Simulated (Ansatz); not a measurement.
# What a change does: single-point calculation on HfS2

System: HfS2 (3 atoms in the cell).
Method of the first run: Kohn-Sham DFT of a periodic cell, LDA, all-electron LAPW, scalar-relativistic, no spin polarisation (Ansatz 0.2.0).

Text and figures count atoms from 1; the logs count them from 0 in places.

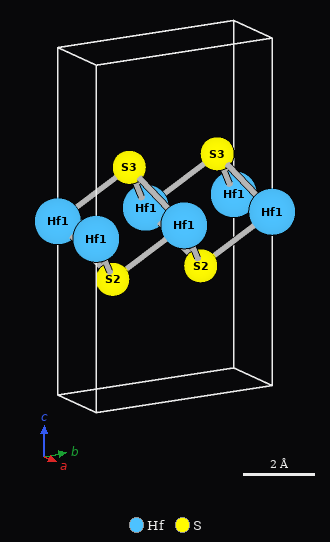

The structure (ball-and-stick view of the 1 × 2 repeat of the cell, with the vacuum cut short, seen slightly off an axis; atoms are numbered from 1 in the order of the input). An atom can appear more than once, as a periodic image. Near neighbours in the periodic cell (some may lie outside the picture): Hf has 6 S at 2.56 Å; S has 3 Hf at 2.56 Å.

## Input file, the first run
```yaml
crystal:
  lattice:
    - [3.65176, 0.0, 0.0]
    - [-1.82588, 3.16251, 0.0]
    - [0.0, 0.0, 29.87378]
  atoms:
    - { symbol: Hf, position: [0.0, 0.0, 0.30127] }
    - { symbol: S, position: [0.66667, 0.33333, 0.25284] }
    - { symbol: S, position: [0.33333, 0.66667, 0.34969] }
kpoints:
  mp_grid: { grid: [8, 8, 1] }
scf:
  occupations: { method: fermi_dirac, width: 0.05 }
hamiltonian:
  xc: lda
  pseudopotentials: { kind: all_electron, lapw: { basis_error: 0.002 } }
output:
  forces: true
  stress: true
  eigenvalues: true
```

Command:
```bash
ansatz run input.yaml --threads 4 --pin off --max-ram 14336MiB --backend cpu --events-out ev --progress --plain --runs-dir out
```

Hardware: 4 threads of Intel Xeon @ 2.50GHz (Skylake/Cascade Lake), 189 GiB of memory available, shared host.

## Output, shortened to warnings, some set-up lines, iterations and results (the first run)
```
Warning: the atoms were moved onto the symmetric positions of the space group found under crystal.symmetry.tolerance 1.0e-5 (fractional; no operation is sought that the atoms, as they stand in a round, miss by more than twice it, and no atom is moved by as much as it), and the run uses the moved positions. Before a round's move an operation carried an atom to 1.99e-4 Å from where it should land, …
Basis set: ecut = 230.61279150398315 eV, 2779 PW (Γ), exchange–correlation at level 2
Symmetry: 12 space group operations
k-points: 10 of 64
Initial density: superposition of atomic densities (neutral atoms: chi_scale 0, normalization atom)
[...]
SCF iter   1: F=—  HF=-431671.873585 eV  |F-HF|=—  |Δ(HF+E_count)|=         —  Δρ=2.10e-2  dr2=2.33e0  ethr=3.64e-3  ⟨swp⟩=3.0  Hψ=2585  notcnv=0
SCF iter   2: F=—  HF=-431671.071278 eV  |F-HF|=—  |Δ(HF+E_count)|=   8.02e-1  Δρ=7.04e-3  dr2=4.15e-1  ethr=3.64e-3  ⟨swp⟩=3.0  Hψ=1276  notcnv=0
SCF iter   3: F=—  HF=-431670.948100 eV  |F-HF|=—  |Δ(HF+E_count)|=   1.23e-1  Δρ=4.50e-3  dr2=1.01e-1  ethr=6.49e-4  ⟨swp⟩=3.1  Hψ=1298  notcnv=0
SCF iter   4: F=—  HF=-431670.922016 eV  |F-HF|=—  |Δ(HF+E_count)|=         —  Δρ=2.05e-3  dr2=1.63e-2  ethr=1.58e-4  ⟨swp⟩=2.0  Hψ=1167  notcnv=0
SCF iter   5: F=—  HF=-431670.919624 eV  |F-HF|=—  |Δ(HF+E_count)|=   2.39e-3  Δρ=4.67e-4  dr2=1.01e-3  ethr=1.58e-6  ⟨swp⟩=2.0  Hψ=1927  notcnv=0
SCF iter   6: F=—  HF=-431670.918972 eV  |F-HF|=—  |Δ(HF+E_count)|=   6.52e-4  Δρ=1.03e-4  dr2=3.72e-5  ethr=1.58e-6  ⟨swp⟩=3.0  Hψ=1161  notcnv=0
SCF iter   7: F=—  HF=-431670.918983 eV  |F-HF|=—  |Δ(HF+E_count)|=   1.08e-5  Δρ=2.51e-5  dr2=3.57e-6  ethr=5.82e-8  ⟨swp⟩=3.0  Hψ=1162  notcnv=0
SCF iter   8: F=-431670.918983 eV  HF=-431670.918983 eV  |F-HF|=7.14e-8  |Δ(HF+E_count)|=   6.53e-7  Δρ=3.82e-6  dr2=9.76e-8  ethr=5.58e-9  ⟨swp⟩=3.0  Hψ=1118  notcnv=0
SCF 1 converged in 8 iterations: F = -431670.918983 eV  dr2 = 9.76e-8
SCF converged after 8 iterations
Free energy (F): -431670.918983 eV
Harris-Foulkes:  -431670.918983 eV  (|F-HF|=7.14e-8)
Internal energy: -431670.918982 eV  (E = F + TS)
E sigma→0 (E₀):  -431670.918983 eV
Entropy (-TS):   -0.000001 eV (-0.000 meV/atom)
Fermi energy:    -2.913177 eV
--- Per-component energies (eV) ---
  E_band       = -5383.649803
  E_kinetic    = 477822.222548
  E_xc         = -9497.087229
  E_electrostatic = -899996.054302  (all electrons and nuclei)
  E_smearing   = -0.000001  (= −TS)
  E_closure    = 0.000000  (closes the sum)
  E_atoms      = -431648.878735  (free atoms, spherical and without spin; not in F)
  Σ components = -431670.918983   (vs F -431670.918983, Δ=0.00e0)
  Basis errors (estimates in eV, not in F): energy 9.0e-4 per atom: plane waves 8.5e-4 (5.3e-4 summed), levels above the bands 4.2e-51, relativity 7.2e-9, radial functions 4.3e-5, core shells 1.2e-6; eigenvalues (radial functions only) 3.6e-6; not estimated: angular momenta, meshes, grids; target …
--- Forces (eV/Å), atoms counted from 1 ---
  atom   1  Hf     0.00000000     0.00000000     0.00000000
  atom   2  S      0.00000000    -0.00000000     0.56725483
  atom   3  S     -0.00000000     0.00000000    -0.56725483
  max |Σ_I F_I| component: 1.85e-17 eV/Å
--- Stress (GPa, compression-positive) ---
       -1.177683      -0.000000      -0.000000
       -0.000000      -1.177683       0.000000
       -0.000000       0.000000      -0.761611
  P = ⅓ Tr σ = -1.0390 GPa (-10.390 kbar)
```

For the second run the input was changed thus:
```diff
-  xc: lda
+  xc: pbe
```

How does the second run compare with the first run?

The total energies belong to different methods, so their difference says nothing on which is more stable or more accurate. The gap on the mesh goes from 1.15 to 1.30 eV. The largest force goes from 0.567 to 0.000 eV/Å. The functional changes from LDA to PBE. The number of SCF iterations is the same.

## Output, shortened to warnings, some set-up lines, iterations and results (the second run)
```
Warning: the atoms were moved onto the symmetric positions of the space group found under crystal.symmetry.tolerance 1.0e-5 (fractional; no operation is sought that the atoms, as they stand in a round, miss by more than twice it, and no atom is moved by as much as it), and the run uses the moved positions. Before a round's move an operation carried an atom to 1.99e-4 Å from where it should land, …
Basis set: ecut = 229.97449485702842 eV, 2779 PW (Γ), exchange–correlation at level 2
Symmetry: 12 space group operations
k-points: 10 of 64
Initial density: superposition of atomic densities (neutral atoms: chi_scale 0, normalization atom)
[...]
SCF iter   1: F=—  HF=-431981.230805 eV  |F-HF|=—  |Δ(HF+E_count)|=         —  Δρ=2.15e-2  dr2=2.47e0  ethr=3.87e-3  ⟨swp⟩=3.3  Hψ=2586  notcnv=0
SCF iter   2: F=—  HF=-431980.421742 eV  |F-HF|=—  |Δ(HF+E_count)|=   8.09e-1  Δρ=7.02e-3  dr2=4.06e-1  ethr=3.87e-3  ⟨swp⟩=3.0  Hψ=1263  notcnv=0
SCF iter   3: F=—  HF=-431980.323041 eV  |F-HF|=—  |Δ(HF+E_count)|=   9.87e-2  Δρ=4.60e-3  dr2=1.05e-1  ethr=6.34e-4  ⟨swp⟩=3.3  Hψ=1303  notcnv=0
SCF iter   4: F=—  HF=-431980.307186 eV  |F-HF|=—  |Δ(HF+E_count)|=         —  Δρ=2.25e-3  dr2=2.01e-2  ethr=1.64e-4  ⟨swp⟩=2.0  Hψ=1168  notcnv=0
SCF iter   5: F=—  HF=-431980.308546 eV  |F-HF|=—  |Δ(HF+E_count)|=   1.36e-3  Δρ=5.87e-4  dr2=1.60e-3  ethr=2.43e-6  ⟨swp⟩=2.0  Hψ=1922  notcnv=0
SCF iter   6: F=—  HF=-431980.307851 eV  |F-HF|=—  |Δ(HF+E_count)|=   6.95e-4  Δρ=1.34e-4  dr2=5.47e-5  ethr=2.43e-6  ⟨swp⟩=3.0  Hψ=1162  notcnv=0
SCF iter   7: F=—  HF=-431980.307915 eV  |F-HF|=—  |Δ(HF+E_count)|=   6.37e-5  Δρ=2.89e-5  dr2=4.08e-6  ethr=8.54e-8  ⟨swp⟩=3.0  Hψ=1169  notcnv=0
SCF iter   8: F=-431980.307918 eV  HF=-431980.307918 eV  |F-HF|=4.87e-8  |Δ(HF+E_count)|=   2.97e-6  Δρ=4.56e-6  dr2=7.86e-8  ethr=6.37e-9  ⟨swp⟩=3.0  Hψ=1164  notcnv=0
SCF 1 converged in 8 iterations: F = -431980.307918 eV  dr2 = 7.86e-8
SCF converged after 8 iterations
Free energy (F): -431980.307918 eV
Harris-Foulkes:  -431980.307918 eV  (|F-HF|=4.87e-8)
Internal energy: -431980.307918 eV  (E = F + TS)
E sigma→0 (E₀):  -431980.307918 eV
Entropy (-TS):   -0.000000 eV (-0.000 meV/atom)
Fermi energy:    -2.673806 eV
--- Per-component energies (eV) ---
  E_band       = -5379.765907
  E_kinetic    = 478303.218269
  E_xc         = -9811.366900
  E_electrostatic = -900472.159286  (all electrons and nuclei)
  E_smearing   = -0.000000  (= −TS)
  E_closure    = 0.000000  (closes the sum)
  E_atoms      = -431960.085912  (free atoms, spherical and without spin; not in F)
  Σ components = -431980.307918   (vs F -431980.307918, Δ=0.00e0)
  Basis errors (estimates in eV, not in F): energy 9.5e-4 per atom: plane waves 8.6e-4 (5.3e-4 summed), levels above the bands 4.1e-50, relativity 6.6e-8, radial functions 8.6e-5, core shells 1.1e-6; eigenvalues (radial functions only) 3.5e-6; not estimated: angular momenta, meshes, grids; target …
--- Forces (eV/Å), atoms counted from 1 ---
  atom   1  Hf     0.00000000     0.00000000     0.00000000
  atom   2  S     -0.00000000    -0.00000000     0.00033356
  atom   3  S      0.00000000     0.00000000    -0.00033356
  max |Σ_I F_I| component: 1.08e-19 eV/Å
--- Stress (GPa, compression-positive) ---
        0.008515      -0.000000      -0.000000
       -0.000000       0.008515      -0.000000
       -0.000000       0.000000       0.000368
  P = ⅓ Tr σ = 0.0058 GPa (0.058 kbar)
```

## The two runs side by side

| quantity | the first run | the second run |
| --- | --- | --- |
| outcome | converged | converged |
| free energy per atom (eV) | −143890.3063 | −143993.4360 |
| gap on the mesh (eV) | 1.15 | 1.30 |
| largest force (eV/Å) | 0.567 | 0.000 |
| SCF iterations | 8 | 8 |
| irreducible k-points | 10 | 10 |
| plane waves at Γ | 2779 | 2779 |
| wall time (shared host) | 15 s | 14 s |

For both runs: Warnings: the structure was made exactly symmetric. Spin–orbit coupling is left out, which matters for Hf.
